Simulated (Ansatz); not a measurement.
**ZnO: a changed input and its effect**

System: ZnO (P6₃mc, 4 atoms in the cell).
Method of run 1: DFT, PBEsol, all-electron LAPW, scalar-relativistic; levels and slopes on a fine mesh, independent-particle optical spectra, no spin polarisation (Ansatz 0.2.0).

The structure derives from an entry of the Crystallography Open Database. Text and figures count atoms from 1; the logs count them from 0 in places.

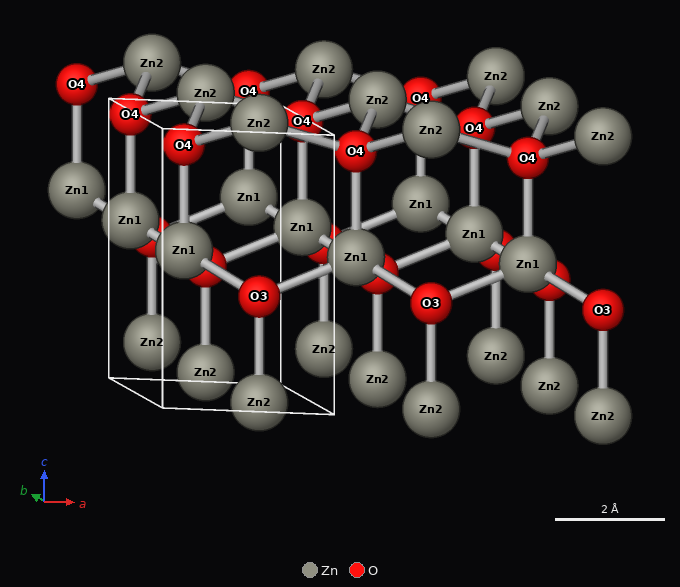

**Figure 1.** The structure as given in the input (ball-and-stick view of the cell of the calculation, repeated 3 × 3 × 1, seen slightly off an axis; atoms are numbered from 1 in the order of the input).

### Input file, run 1
```yaml
crystal:
  lattice:
    - [3.23006959715, 0.0, 0.0]
    - [-1.61503479858, 2.79732232712, 0.0]
    - [0.0, 0.0, 5.2141134371]
  atoms:
    - { symbol: Zn, position: [0.333333333333, 0.666666666667, 0.500030559383] }
    - { symbol: Zn, position: [0.666666666667, 0.333333333333, 3.0559383e-05] }
    - { symbol: O, position: [0.666666666667, 0.333333333333, 0.378979440617] }
    - { symbol: O, position: [0.333333333333, 0.666666666667, 0.878979440617] }
kpoints:
  mp_grid: { grid: [8, 8, 4] }
scf:
  occupations: { method: fixed }
hamiltonian:
  xc: pbesol
  pseudopotentials: { kind: all_electron, lapw: { basis_error: 0.001 } }
output:
  forces: true
  stress: true
  eigenvalues: true
  eigenstates:
    nscf_kmesh: { grid: [12, 12, 6] }
    de_dk: true
    e_range: [-9, 10.70421693407]
  optics:
    e_range: [0, 30]
    de: 0.2
    sigma: 0.2
    bands: { spectra_wanted_up_to: 30 }
    nscf_kmesh: { grid: [12, 12, 6] }
checkpoint:
  write: ck
  write_wavefunctions: false
```

Command:
```bash
ansatz run input.yaml --threads 2 --pin off --max-ram 6144MiB --backend cpu --events-out ev --progress --plain --runs-dir out
```

Hardware: 2 threads of Intel Xeon (Granite Rapids), 128 GiB of memory available, shared host.

### Output, shortened to warnings, some set-up lines, iterations and results (run 1)
```
Basis set: ecut = 431.1314662813933 eV, 989 PW (Γ), exchange–correlation at level 2
Symmetry: 12 space group operations
k-points: 30 of 256 (time reversal used)
Initial density: superposition of atomic densities (chi_scale 0.1, normalization cell, long waves kept (reshape's long-wave potential 0.00 eV rms))
[...]
SCF iter   1: F=—  HF=-101757.127317 eV  |F-HF|=—  |Δ(HF+E_count)|=         —  Δρ=1.08e-1  dr2=6.64e0  ethr=1.19e-2  ⟨swp⟩=2.0  Hψ=6445  notcnv=0
SCF iter   2: F=—  HF=-101754.423182 eV  |F-HF|=—  |Δ(HF+E_count)|=    2.70e0  Δρ=2.24e-2  dr2=1.62e-1  ethr=2.91e-4  ⟨swp⟩=2.0  Hψ=5402  notcnv=0
SCF iter   3: F=—  HF=-101754.273419 eV  |F-HF|=—  |Δ(HF+E_count)|=   1.50e-1  Δρ=2.54e-2  dr2=4.16e-1  ethr=2.89e-4  ⟨swp⟩=3.0  Hψ=3305  notcnv=0
SCF iter   4: F=—  HF=-101754.288956 eV  |F-HF|=—  |Δ(HF+E_count)|=         —  Δρ=8.15e-3  dr2=4.10e-2  ethr=2.89e-4  ⟨swp⟩=2.6  Hψ=3134  notcnv=0
SCF iter   5: F=—  HF=-101754.186315 eV  |F-HF|=—  |Δ(HF+E_count)|=   1.03e-1  Δρ=3.31e-3  dr2=2.92e-3  ethr=7.33e-5  ⟨swp⟩=2.9  Hψ=3144  notcnv=0
[... 5 lines ...]
SCF iter  11: F=—  HF=-101754.186388 eV  |F-HF|=—  |Δ(HF+E_count)|=   3.10e-9  Δρ=7.29e-7  dr2=2.82e-10  ethr=1.25e-11 (applied; sched 1.00e-11)  ⟨swp⟩=3.0  Hψ=3300  notcnv=0
SCF iter  12: F=—  HF=-101754.186388 eV  |F-HF|=—  |Δ(HF+E_count)|=  1.16e-10  Δρ=2.29e-7  dr2=2.93e-11  ethr=1.15e-11 (applied; sched 1.00e-12)  ⟨swp⟩=2.4  Hψ=3108  notcnv=0
SCF iter  13: F=—  HF=-101754.186388 eV  |F-HF|=—  |Δ(HF+E_count)|=  2.76e-10  Δρ=5.50e-8  dr2=1.39e-12  ethr=1.13e-11 (applied; sched 1.00e-12)  ⟨swp⟩=2.0  Hψ=3090  notcnv=0
SCF iter  14: F=-101754.186388 eV  HF=-101754.186388 eV  |F-HF|=4.37e-11  |Δ(HF+E_count)|=  2.33e-10  Δρ=1.95e-8  dr2=1.68e-13  ethr=1.13e-11 (applied; sched 1.00e-12)  …
SCF 1 converged in 14 iterations: F = -101754.186388 eV  dr2 = 1.68e-13
NSCF: frozen V_eff on 76 k-points
the basis was enlarged: its passes take 5.6 MiB over the memory plan, 2 of 2 planned eigensolver slots
NSCF: frozen V_eff on 76 k-points
SCF converged after 14 iterations
Free energy (F): -101754.186388 eV
Harris-Foulkes:  -101754.186388 eV  (|F-HF|=4.37e-11)
Internal energy: -101754.186388 eV  (E = F + TS)
E sigma→0 (E₀):  -101754.186388 eV
Fermi energy:    9.088762 eV
--- Per-component energies (eV) ---
  E_band       = -3122.024270
  E_kinetic    = 103531.900215
  E_xc         = -4276.356975
  E_electrostatic = -201009.729629  (all electrons and nuclei)
  E_smearing   = -0.000000  (= −TS)
  E_closure    = 0.000000  (closes the sum)
  E_atoms      = -101734.703437  (free atoms, spherical and without spin; not in F)
  Σ components = -101754.186388   (vs F -101754.186388, Δ=0.00e0)
  Basis errors (estimates in eV, not in F): energy 4.3e-4 per atom: plane waves 4.0e-4 (2.4e-4 summed), levels above the bands 0.0e0, relativity 7.8e-8, radial functions 3.4e-5, core shells 1.3e-9; eigenvalues (radial functions only) 3.8e-6; not estimated: angular momenta, meshes, grids; target …
--- Forces (eV/Å), atoms counted from 1 ---
  atom   1  Zn     0.00000000    -0.00000000     0.00006013
  atom   2  Zn    -0.00000000     0.00000000     0.00006013
  atom   3  O     -0.00000000     0.00000000    -0.00006012
  atom   4  O      0.00000000    -0.00000000    -0.00006012
  max |Σ_I F_I| component: 1.22e-8 eV/Å
--- Stress (GPa, compression-positive) ---
       -0.074287       0.000000      -0.000000
        0.000000      -0.074287       0.000000
       -0.000000       0.000000      -0.076764
  P = ⅓ Tr σ = -0.0751 GPa (-0.751 kbar)
--- Fermi surface from the table of eigenstates not read: on its mesh, or on one of the eight of every second point, the electrons fill whole bands (an insulator's do; a metal wants a denser output.eigenstates.nscf_kmesh) ---
```

For run 2 the input was changed thus:
```diff
+magnetization:
+  noncollinear: true
+  spin_orbit: true
-    nscf_kmesh: { grid: [12, 12, 6] }
+    nscf_kmesh: { grid: [10, 10, 6] }
-    nscf_kmesh: { grid: [12, 12, 6] }
+    nscf_kmesh: { grid: [10, 10, 6] }
```

How does run 2 compare with run 1?

Spin–orbit coupling is switched on. The total energies belong to different models, so their difference says nothing on which is more stable or more accurate. On the same kind of shared host run 2 took about 4.1 times as long.

### Output, shortened to warnings, some set-up lines, iterations and results (run 2)
```
Basis set: ecut = 431.1313340106862 eV, 989 PW (Γ), exchange–correlation at level 2
Symmetry: 12 space group operations + 12 with time reversal
k-points: 30 of 256 (time reversal used)
Initial density: superposition of atomic densities (chi_scale 0.1, normalization cell, long waves kept (reshape's long-wave potential 0.00 eV rms))
[...]
SCF iter   1: F=—  HF=-101760.697138 eV  |F-HF|=—  |Δ(HF+E_count)|=         —  Δρ=1.08e-1  dr2=6.64e0  dr2_m=0.00e0 (ungated)  ethr=1.18e-2  |M|=0.00e0 ∫|m|=0.00e0 μB  …
SCF iter   2: F=—  HF=-101758.186890 eV  |F-HF|=—  |Δ(HF+E_count)|=    2.51e0  Δρ=4.99e-2  dr2=1.58e0  dr2_m=0.00e0 (ungated)  ethr=1.18e-2  |M|=0.00e0 ∫|m|=0.00e0 μB  …
SCF iter   3: F=—  HF=-101757.842719 eV  |F-HF|=—  |Δ(HF+E_count)|=   3.44e-1  Δρ=2.55e-2  dr2=4.15e-1  dr2_m=0.00e0 (ungated)  ethr=2.82e-3  |M|=0.00e0 ∫|m|=0.00e0 μB  …
SCF iter   4: F=—  HF=-101757.806264 eV  |F-HF|=—  |Δ(HF+E_count)|=         —  Δρ=7.24e-3  dr2=3.18e-2  dr2_m=0.00e0 (ungated)  ethr=5.69e-5  |M|=0.00e0 ∫|m|=0.00e0 μB  …
SCF iter   5: F=—  HF=-101757.754765 eV  |F-HF|=—  |Δ(HF+E_count)|=   5.15e-2  Δρ=2.74e-3  dr2=2.47e-3  dr2_m=0.00e0 (ungated)  ethr=5.68e-5  |M|=0.00e0 ∫|m|=0.00e0 μB  …
[... 5 lines ...]
SCF iter  11: F=—  HF=-101757.757481 eV  |F-HF|=—  |Δ(HF+E_count)|=   2.47e-9  Δρ=9.23e-7  dr2=4.65e-10  dr2_m=0.00e0 (ungated)  ethr=2.39e-11 (applied; sched 6.97e-12)  …
SCF iter  12: F=—  HF=-101757.757481 eV  |F-HF|=—  |Δ(HF+E_count)|=  2.04e-10  Δρ=2.47e-7  dr2=3.30e-11  dr2_m=0.00e0 (ungated)  ethr=2.26e-11 (applied; sched 1.00e-12)  …
SCF iter  13: F=—  HF=-101757.757481 eV  |F-HF|=—  |Δ(HF+E_count)|=  2.91e-10  Δρ=9.47e-8  dr2=4.63e-12  dr2_m=0.00e0 (ungated)  ethr=2.26e-11 (applied; sched 1.00e-12)  …
SCF iter  14: F=-101757.757481 eV  HF=-101757.757481 eV  |F-HF|=8.73e-11  |Δ(HF+E_count)|=  1.16e-10  Δρ=2.19e-8  dr2=2.40e-13  dr2_m=0.00e0 (ungated)  ethr=2.26e-11 …
SCF 1 converged in 14 iterations: F = -101757.757481 eV  dr2 = 2.40e-13
NSCF: frozen V_eff on 56 k-points
the basis was enlarged: its passes take 24.3 MiB over the memory plan, 2 of 2 planned eigensolver slots
NSCF: frozen V_eff on 56 k-points
SCF converged after 14 iterations
Magnetization: |M| = 0.0000 μB,  M = (+0.0000, +0.0000, +0.0000) μB
Absolute magnetization: 0.0000 μB (∫|m|)
  site 0: m = (+0.0000, +0.0000, +0.0000) μB, |m| = 0.0000 μB  (R = 1.09 Å)
  site 1: m = (+0.0000, +0.0000, +0.0000) μB, |m| = 0.0000 μB  (R = 1.09 Å)
  site 2: m = (+0.0000, +0.0000, +0.0000) μB, |m| = 0.0000 μB  (R = 0.88 Å)
  site 3: m = (+0.0000, +0.0000, +0.0000) μB, |m| = 0.0000 μB  (R = 0.88 Å)
Free energy (F): -101757.757481 eV
Harris-Foulkes:  -101757.757481 eV  (|F-HF|=8.73e-11)
Internal energy: -101757.757481 eV  (E = F + TS)
E sigma→0 (E₀):  -101757.757481 eV
Fermi energy:    9.108226 eV
--- Per-component energies (eV) ---
  E_band       = -3122.413998
  E_kinetic    = 103549.755406
  E_xc         = -4276.620334
  E_electrostatic = -201030.892553  (all electrons and nuclei)
  E_smearing   = -0.000000  (= −TS)
  E_closure    = 0.000000  (closes the sum)
  E_atoms      = -101738.271569  (free atoms, spherical and without spin; not in F)
  Σ components = -101757.757481   (vs F -101757.757481, Δ=0.00e0)
  Basis errors (estimates in eV, not in F): energy 4.3e-4 per atom: plane waves 4.0e-4 (2.4e-4 summed), levels above the bands 0.0e0, relativity 8.2e-8, radial functions 3.4e-5, core shells 1.3e-9; eigenvalues (radial functions only) 3.8e-6; not estimated: angular momenta, meshes, grids; target …
--- Forces (eV/Å), atoms counted from 1 ---
  atom   1  Zn     0.00000000    -0.00000000     0.00015283
  atom   2  Zn    -0.00000000     0.00000000     0.00015283
  atom   3  O     -0.00000000    -0.00000000    -0.00015275
  atom   4  O      0.00000000     0.00000000    -0.00015275
  max |Σ_I F_I| component: 1.58e-7 eV/Å
--- Stress (GPa, compression-positive) ---
       -0.090274       0.000000      -0.000000
        0.000000      -0.090274       0.000000
       -0.000000       0.000000      -0.090403
  P = ⅓ Tr σ = -0.0903 GPa (-0.903 kbar)
--- Fermi surface from the table of eigenstates not read: on its mesh, or on one of the eight of every second point, the electrons fill whole bands (an insulator's do; a metal wants a denser output.eigenstates.nscf_kmesh) ---
```

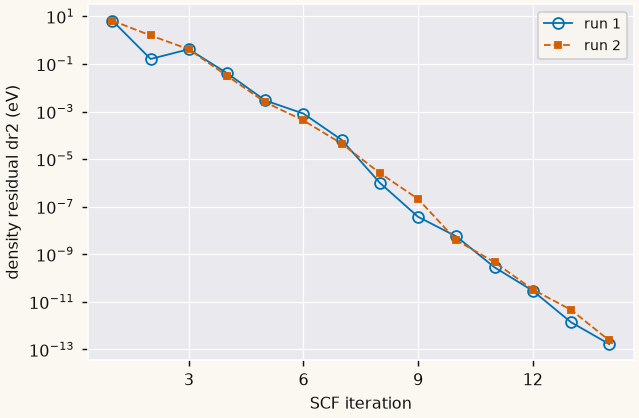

**Figure 2.** Convergence of the two runs: density residual dr2 against the SCF iteration. Run 1 takes 14 iterations in all, and run 2 takes 14.

### The two runs side by side

| quantity | run 1 | run 2 |
| --- | --- | --- |
| outcome | converged | converged |
| free energy per atom (eV) | −25438.5466 | −25439.4394 |
| gap on the mesh (eV) | 0.72 | 0.70 |
| pressure (GPa) | −0.08 | −0.09 |
| largest force (eV/Å) | 0.000 | 0.000 |
| irreducible k-points | 30 | 30 |
| plane waves at Γ | 989 | 989 |
| net moment of the cell (μB) | – | 0.00 |
| absolute moment of the cell (μB) | – | 0.00 |
| wall time (shared host) | 50 s | 3.4 min |
